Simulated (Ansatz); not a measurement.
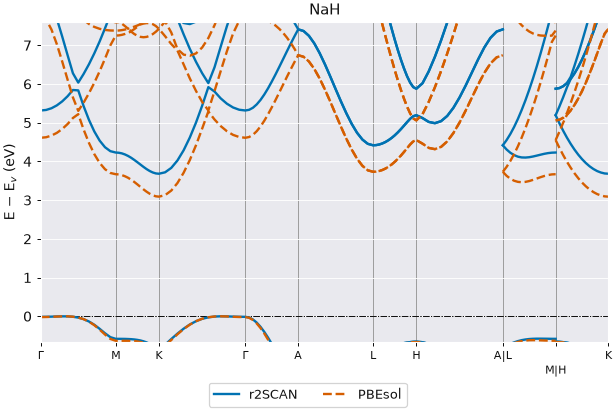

Band structures of NaH, space group P6_3/mmc, 4 atoms in the cell, by two methods on the same cell. Each is counted from its own valence-band top.

Question: How do the methods compare?

Answer: r2SCAN gives a gap of 3.68 eV along the path and PBEsol gives a gap of 3.09 eV along the path. Over the top 2 filled bands the two differ by 0.05 eV on average.

Settings. r2SCAN: DFT r2SCAN, scalar-relativistic, plane waves, PAW, no spin polarisation, 6×6×6 k mesh, 500 eV cutoff, Gaussian smearing of 0.02 eV (Ansatz). PBEsol: DFT PBEsol, scalar-relativistic, plane waves, PAW, no spin polarisation, 6×6×6 k mesh, 420 eV cutoff (Ansatz).

The structure is an invented one, so it need not be a known or stable phase.
